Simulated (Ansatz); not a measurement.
System HfS₂ (space group P-3m1, No. 164); source of the atomic positions: the geometry relaxed at fixed volume with DFT PBE+D3(BJ), scalar-relativistic, plane waves, PAW in Ansatz 0.2.0.

```
Hf S
1.0
     3.53710    0.00000    0.00000
    -1.76855    3.06321    0.00000
     0.00000    0.00000    5.45722
Hf S
1 2
Cartesian
  0.0000 0.0000 0.0000
  1.7685 1.0211 3.9890
  0.0000 2.0421 1.4682
```

Bonds are taken as Hf–S below 2.8 Å. The graph is simplified in the usual way: terminal and isolated atoms are pruned, two-connected atoms become edges.

Derive the underlying net.

The result is a binodal (3,6)-connected, two-periodic (layers) net: S is a 3-connected node; Hf is a 6-connected node, in the ratio 2:1. It is the kgd net, known from the layers of CdI2 (1T type). The layers lie parallel to (001).

```tsv
node	links	point symbol	coordination sequence
S	3	4³	3 12 9 24 15
Hf	6	4⁶·6⁶·8³	6 6 18 12 30
```

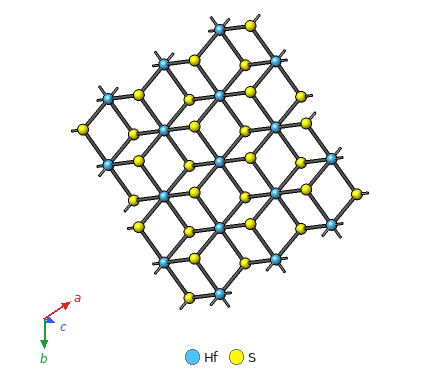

Nodes are coloured by element. One layer is drawn. Short stubs are edges that leave the cut-out.
